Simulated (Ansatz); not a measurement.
HfN: single-point calculation (part 2 of 2)

HfN (slab, 24 atoms in the cell); DFT r2SCAN, scalar-relativistic, plane waves, PAW, no spin polarisation (Ansatz 0.2.0); cutoff 500 eV, 11×5×1 k-mesh, Gaussian smearing of 0.1 eV. The structure derives from an entry of the Crystallography Open Database. It belongs to a series of runs on one base structure; here: (2 1 1) slab cut from the bulk.

## Output, continued
```
  k-point 1: bands = ["-56.9948", "-56.9948", "-56.8473", "-56.8246", "-56.8036", "-56.7923", "-56.6460", "-56.6449", "-56.3791", "-56.3790", "-56.0337", "-56.0337", "-25.3965", "-25.3903", "-25.3480", "-25.2897", "-25.2455", "-25.1766", "-25.1039", "-25.0718", "-25.0555", "-24.9736", "-24.9124", "-24.8412", "-24.8062", "-24.7502", "-24.7325", "-24.7270", "-24.7047", "-24.6825", "-24.6695", "-24.6588", "-24.6055", "-24.5952", "-24.5275", "-24.5228", "-24.4976", "-24.4753", "-24.3849", "-24.3738",
      "-24.2737", "-24.2720", "-24.1692", "-24.1542", "-23.9870", "-23.9860", "-23.8486", "-23.8485", "-10.3261", "-9.5761", "-9.5015", "-9.3130", "-9.0674", "-8.8977", "-8.6901", "-8.6608", "-8.0144", "-7.9740", "-5.6315", "-5.6306", "-5.4776", "-5.4775", "-5.4709", "-5.4709", "-5.4203", "-5.4203", "-5.4022", "-5.4022", "-5.3919", "-5.3919", "-5.3098", "-5.3097", "-5.2967", "-5.2967", "-5.2505", "-5.2499", "-5.2396", "-5.2326", "-5.2248", "-5.2247",
      "-5.2178", "-5.2163", "-5.2147", "-5.2044", "-5.2014", "-5.2007", "-5.1974", "-5.1959", "-5.1904", "-5.1900", "-5.1860", "-5.1822", "-5.1809", "-5.1785", "-5.1765", "-5.1671", "-5.1623", "-5.1619", "-5.1538", "-5.1497", "-5.1450", "-5.1371", "-5.0495", "-5.0470", "-5.0459", "-5.0419", "-5.0317", "-5.0307", "-5.0126", "-5.0122", "-5.0082", "-5.0042", "-4.9973", "-4.9971", "-4.9968", "-4.9860", "-4.7858", "-4.7857", "-4.7857", "-4.7845",
      "-4.7688", "-4.7685", "-4.7530", "-4.7530", "-4.7345", "-4.7317", "-4.7278", "-4.7276", "-4.7158", "-4.7052", "-4.4659", "-4.4652", "-4.4455", "-4.4454", "-4.4268", "-4.4252", "-4.4187", "-4.4186", "-4.4152", "-4.4151", "-4.3804", "-4.3803", "-4.3182", "-4.3140", "-0.5456", "-0.5182", "0.2081", "0.4708", "0.7224", "0.9123", "1.1649", "1.2990", "1.6073", "1.6384", "1.6458", "1.7700", "1.8390", "2.1207", "2.1449", "2.1793",
      "2.4008", "2.6047", "2.6412", "2.7202", "2.8054", "2.9442", "3.2863", "3.3930", "3.4469", "3.4933", "3.7080", "3.9507", "3.9569", "4.2240", "4.6861", "5.5339", "5.5980", "5.6406", "6.1292", "6.4199", "6.8045", "6.8115", "6.8676", "7.0472", "7.2920", "7.5906", "7.9880", "8.2035", "8.3434", "8.4017", "8.6035", "8.6571", "8.8932", "9.2020", "9.5345", "9.5685", "9.6026", "9.7502", "10.0178", "10.0370",
      "10.3065", "10.5069", "10.5091", "10.6953", "10.7348", "10.8072", "10.8495", "10.9954", "11.0571", "11.2622", "11.2665", "11.3651", "11.5805", "11.6134", "11.6568", "11.7125", "11.8356", "11.8903", "11.9910", "12.0090", "12.1035", "12.2493", "12.3570", "12.5177"]
  k-point 2: bands = ["-56.9948", "-56.9948", "-56.8431", "-56.8313", "-56.8008", "-56.7926", "-56.6461", "-56.6448", "-56.3791", "-56.3790", "-56.0337", "-56.0337", "-25.4428", "-25.4158", "-25.3472", "-25.2881", "-25.2233", "-25.1339", "-25.1135", "-25.0670", "-25.0095", "-24.9477", "-24.9192", "-24.8285", "-24.8190", "-24.7863", "-24.7824", "-24.6998", "-24.6945", "-24.6735", "-24.6661", "-24.6551", "-24.6086", "-24.5927", "-24.5286", "-24.5214", "-24.5105", "-24.4743", "-24.3799", "-24.3764",
      "-24.2738", "-24.2724", "-24.1657", "-24.1524", "-23.9979", "-23.9958", "-23.8483", "-23.8482", "-10.0884", "-9.7474", "-9.5006", "-9.3990", "-9.1543", "-8.9904", "-8.6637", "-8.5635", "-7.9758", "-7.9443", "-5.6329", "-5.6322", "-5.4776", "-5.4775", "-5.4683", "-5.4682", "-5.4203", "-5.4203", "-5.4020", "-5.4020", "-5.3919", "-5.3919", "-5.3094", "-5.3094", "-5.2967", "-5.2967", "-5.2450", "-5.2437", "-5.2382", "-5.2338", "-5.2337", "-5.2275",
      "-5.2221", "-5.2204", "-5.2173", "-5.2102", "-5.2013", "-5.2012", "-5.1950", "-5.1932", "-5.1921", "-5.1914", "-5.1848", "-5.1830", "-5.1820", "-5.1760", "-5.1755", "-5.1673", "-5.1632", "-5.1618", "-5.1532", "-5.1497", "-5.1419", "-5.1292", "-5.0492", "-5.0468", "-5.0426", "-5.0412", "-5.0315", "-5.0310", "-5.0127", "-5.0121", "-5.0066", "-5.0043", "-4.9973", "-4.9972", "-4.9883", "-4.9854", "-4.7858", "-4.7856", "-4.7843", "-4.7835",
      "-4.7688", "-4.7686", "-4.7530", "-4.7530", "-4.7318", "-4.7298", "-4.7278", "-4.7276", "-4.7154", "-4.7023", "-4.4654", "-4.4647", "-4.4455", "-4.4454", "-4.4267", "-4.4249", "-4.4186", "-4.4185", "-4.4152", "-4.4151", "-4.3803", "-4.3802", "-4.3134", "-4.3068", "-0.8821", "-0.7298", "0.2305", "0.5651", "1.0227", "1.1180", "1.3304", "1.5384", "1.5498", "1.5622", "1.6132", "1.7472", "1.8627", "1.9373", "2.1548", "2.2406",
      "2.3341", "2.5627", "2.6400", "2.8011", "2.9923", "3.0197", "3.3024", "3.3751", "3.5012", "3.5600", "3.6119", "3.7830", "3.9110", "4.0158", "5.1054", "5.5012", "5.6622", "5.6675", "5.7881", "6.3744", "6.4918", "6.8072", "6.8187", "6.9010", "7.1781", "7.4308", "7.9835", "8.2487", "8.3363", "8.5184", "8.5688", "8.7575", "8.9952", "9.0552", "9.1751", "9.5631", "9.6511", "9.9230", "10.0300", "10.2426",
      "10.2742", "10.5085", "10.6720", "10.7037", "10.9192", "10.9254", "11.0848", "11.2493", "11.2508", "11.3039", "11.4401", "11.4811", "11.5632", "11.6253", "11.6543", "11.7370", "11.8023", "11.8169", "11.8798", "11.9336", "12.1747", "12.2641", "12.3455", "12.3739"]
  k-point 17: bands = ["-56.9758", "-56.9758", "-56.8118", "-56.8096", "-56.7821", "-56.7804", "-56.6264", "-56.6262", "-56.3595", "-56.3595", "-56.0144", "-56.0144", "-25.4410", "-25.4352", "-25.3182", "-25.3078", "-25.2570", "-25.2522", "-25.1555", "-25.1361", "-25.0536", "-25.0380", "-25.0334", "-25.0142", "-24.9853", "-24.9663", "-24.9531", "-24.9183", "-24.8823", "-24.8655", "-24.8306", "-24.7871", "-24.7435", "-24.7339", "-24.6937", "-24.6824", "-24.6171", "-24.5975", "-24.4668", "-24.4650",
      "-24.3802", "-24.3776", "-24.2218", "-24.2192", "-24.1519", "-24.1493", "-23.9497", "-23.9497", "-9.3301", "-9.2882", "-9.1618", "-9.1071", "-8.9192", "-8.8634", "-8.5668", "-8.5193", "-7.7918", "-7.7793", "-5.4819", "-5.4819", "-5.4738", "-5.4738", "-5.4305", "-5.4305", "-5.3941", "-5.3941", "-5.3768", "-5.3767", "-5.3586", "-5.3581", "-5.3049", "-5.3049", "-5.2915", "-5.2914", "-5.2302", "-5.2287", "-5.2265", "-5.2233", "-5.2153", "-5.2146",
      "-5.2095", "-5.2057", "-5.2027", "-5.2009", "-5.1965", "-5.1949", "-5.1926", "-5.1916", "-5.1905", "-5.1886", "-5.1779", "-5.1764", "-5.1716", "-5.1710", "-5.1660", "-5.1646", "-5.1628", "-5.1605", "-5.1575", "-5.1562", "-5.1234", "-5.1170", "-5.0441", "-5.0439", "-5.0319", "-5.0318", "-5.0236", "-5.0233", "-5.0182", "-5.0178", "-5.0122", "-5.0119", "-4.9900", "-4.9859", "-4.9712", "-4.9701", "-4.7786", "-4.7786", "-4.7679", "-4.7678",
      "-4.7625", "-4.7624", "-4.7580", "-4.7579", "-4.7486", "-4.7485", "-4.7177", "-4.7149", "-4.6684", "-4.6659", "-4.4620", "-4.4617", "-4.4482", "-4.4480", "-4.4275", "-4.4272", "-4.4236", "-4.4235", "-4.4144", "-4.4143", "-4.3677", "-4.3676", "-4.2778", "-4.2755", "-0.8194", "-0.7910", "0.2420", "0.2563", "0.9984", "1.0599", "1.3680", "1.4257", "1.5492", "1.5785", "1.6455", "1.6687", "1.6962", "1.8343", "1.9474", "2.0153",
      "2.1050", "2.1254", "2.1984", "2.2629", "2.3504", "2.5441", "2.5926", "2.6859", "2.7554", "2.8802", "3.1688", "3.3047", "3.5760", "3.6525", "5.1637", "5.3832", "5.4468", "5.5310", "5.8384", "5.9085", "6.3516", "6.6192", "6.9388", "7.2362", "7.5215", "7.9146", "8.1421", "8.2187", "8.4442", "8.5943", "9.2307", "9.3721", "9.8302", "9.9501", "10.3277", "10.3659", "10.7152", "10.7371", "11.0816", "11.1787",
      "11.2351", "11.2796", "11.4115", "11.5667", "11.6084", "11.7525", "11.8243", "11.9302", "12.2854", "12.3908", "12.4762", "12.5030", "12.5369", "12.6374", "12.9351", "12.9724", "13.0725", "13.1791", "13.2159", "13.2746", "13.3739", "13.5403", "13.5624", "13.5995"]
```

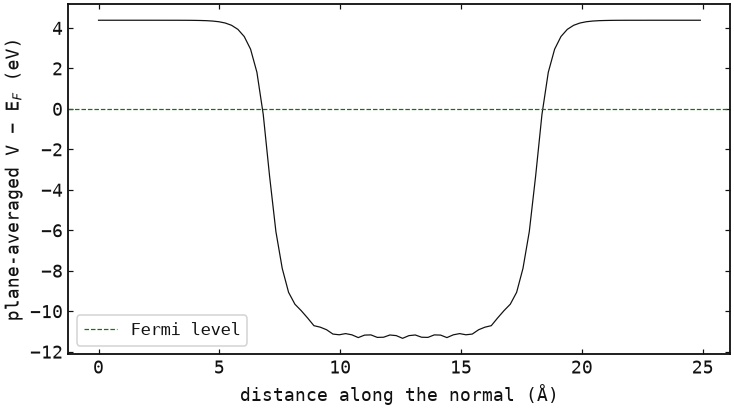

*Plane average of the electrostatic potential energy of an electron across the cell, from the Fermi level.*

The vacuum level lies 4.38 eV above the Fermi level.

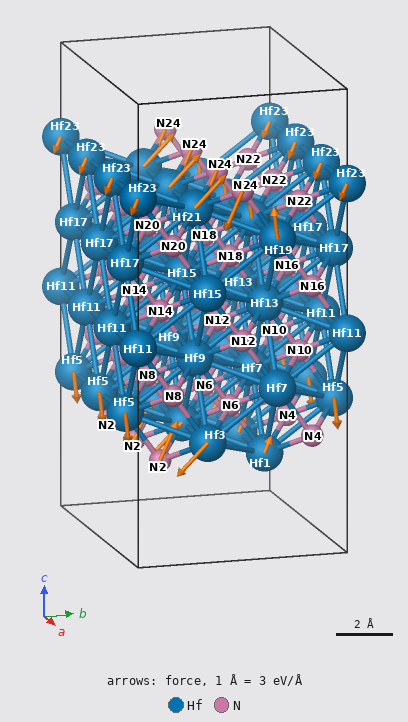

*Forces on the atoms as orange arrows (ball-and-stick view of the 3 × 1 repeat of the cell, with the vacuum cut short, seen slightly off an axis; atoms are numbered from 1 in the order of the input); the smallest are left out.*

The largest act on Hf3, Hf21 (4.95 eV/Å); N2, N24 (4.75 eV/Å); Hf5, Hf19 (3.63 eV/Å); Hf1, Hf23 (2.05 eV/Å). The geometry is not a stationary point of this energy.

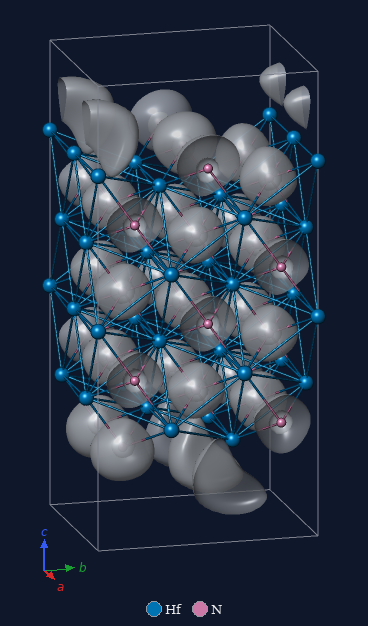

*Isosurface of the ELF at 0.65 (grey), seen slightly off an axis. Core shells and regions of very low density are left out. Sticks mark near contacts.*

Along the contacts the grid gives the following. Hf–N (2.26 Å): the ELF peaks at about 0.80 in the valence shell of N, 0.7 Å from its nucleus, and drops to about 0.15 between the two atoms (no shared pair; the contact is polar). Hf–Hf (3.20 Å): the ELF is about 0.15 at the midpoint (no localised pair between them). The fields are those of the smooth PAW valence density.

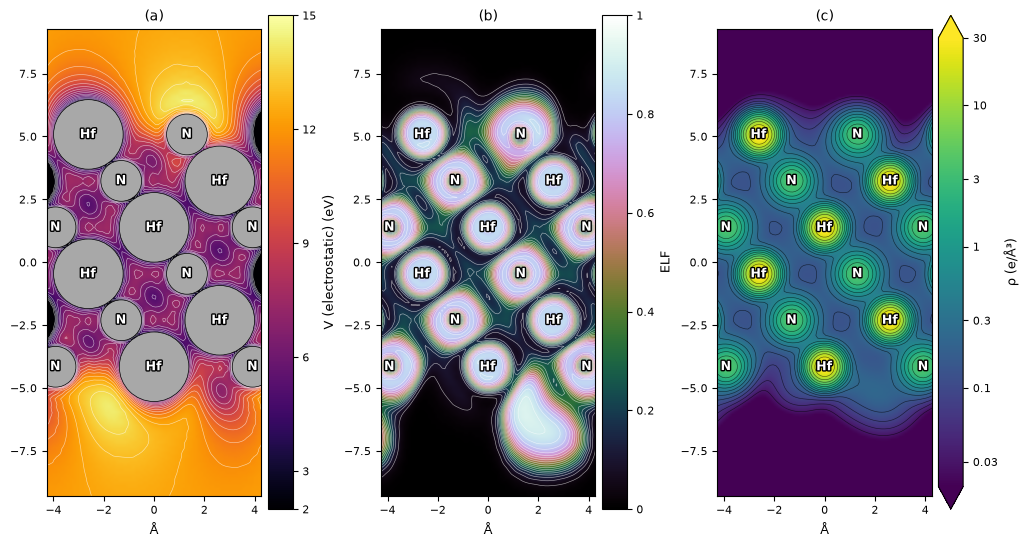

*(a) electrostatic potential energy of an electron; (b) electron localisation function; (c) valence charge density (pseudo) on the (100) plane of the calculation cell, a cut from vacuum to vacuum. Grey discs, where drawn, cover atomic cores.*

Hf–N (2.26 Å): the density is about 0.52 e/Å³ at the midpoint; the ELF peaks at about 0.80 in the valence shell of N, 0.7 Å from its nucleus, and drops to about 0.15 between the two atoms; no shared pair; the contact is polar. Hf–Hf (3.20 Å): the density is about 0.16 e/Å³ at the midpoint; the ELF is about 0.10 at the midpoint; no localised pair between them. The density dies away to nearly zero in the vacuum. The strong features right at Hf lie inside the PAW spheres (semicore, d or f shells) and say nothing about bonding.

This output came from the following input.

## The input
```yaml
crystal:
  lattice:
    - [3.199939448, 0.0, 0.0]
    - [0.0, 7.8382188555, 0.0]
    - [0.0, 0.0, 25.1611724594]
  atoms:
    - { symbol: Hf, position: [0.5, 0.6666666667, 0.2980783194] }
    - { symbol: "N", position: [0.5, 0.1666666667, 0.2980783194] }
    - { symbol: Hf, position: [0.0, 0.3333333333, 0.3347913522] }
    - { symbol: "N", position: [0.0, 0.8333333333, 0.3347913522] }
    - { symbol: Hf, position: [0.5, 0.0, 0.3715043851] }
    - { symbol: "N", position: [0.5, 0.5, 0.3715043851] }
    - { symbol: Hf, position: [0.0, 0.6666666667, 0.4082174179] }
    - { symbol: "N", position: [0.0, 0.1666666667, 0.4082174179] }
    - { symbol: Hf, position: [0.5, 0.3333333333, 0.4449304507] }
    - { symbol: "N", position: [0.5, 0.8333333333, 0.4449304507] }
    - { symbol: Hf, position: [0.0, 0.0, 0.4816434836] }
    - { symbol: "N", position: [0.0, 0.5, 0.4816434836] }
    - { symbol: Hf, position: [0.5, 0.6666666667, 0.5183565164] }
    - { symbol: "N", position: [0.5, 0.1666666667, 0.5183565164] }
    - { symbol: Hf, position: [0.0, 0.3333333333, 0.5550695493] }
    - { symbol: "N", position: [0.0, 0.8333333333, 0.5550695493] }
    - { symbol: Hf, position: [0.5, 0.0, 0.5917825821] }
    - { symbol: "N", position: [0.5, 0.5, 0.5917825821] }
    - { symbol: Hf, position: [0.0, 0.6666666667, 0.6284956149] }
    - { symbol: "N", position: [0.0, 0.1666666667, 0.6284956149] }
    - { symbol: Hf, position: [0.5, 0.3333333333, 0.6652086478] }
    - { symbol: "N", position: [0.5, 0.8333333333, 0.6652086478] }
    - { symbol: Hf, position: [0.0, 0.0, 0.7019216806] }
    - { symbol: "N", position: [0.0, 0.5, 0.7019216806] }
basis:
  ecutwfc: 500
kpoints:
  mp_grid: { grid: [11, 5, 1] }
hamiltonian:
  xc: r2scan
scf:
  occupations: { method: gaussian, width: 0.1 }
output:
  forces: true
  stress: true
  eigenvalues: true
  write_density: true
  write_potential: true
  elf: true
  volumetric_format: npy
efield:
  axis: 3
  dipole_correction: true
  ramp_width: 0.04
```

Launched with:
```bash
ansatz run input.yaml --threads 4 --pin off --max-ram 10240MiB --backend cpu --events-out ev --progress --plain --runs-dir out
```

## Summary

| quantity | value |
| --- | --- |
| outcome | converged |
| electrons treated | 372 |
| free energy | −193448.6681 eV |
| work function, top face | 4.38 eV |
| work function, bottom face | 4.38 eV |
| Fermi energy | 7.941 eV |
| gap on the k-point mesh | none (metallic) |
| work function (upper face) | 4.38 eV |
| largest force (length of the vector) | 4.951 eV/Å |
| hardware | 4 threads of Arm Neoverse V1, 24 GiB of memory available, shared host |
| wall time | 5.6 min (CPU time 22 min) |
| peak memory | 5.3 GiB |

## Remarks

The program warns: the exchange-correlation potential is rough where the density is thin. Spin–orbit coupling is left out, which matters for Hf.
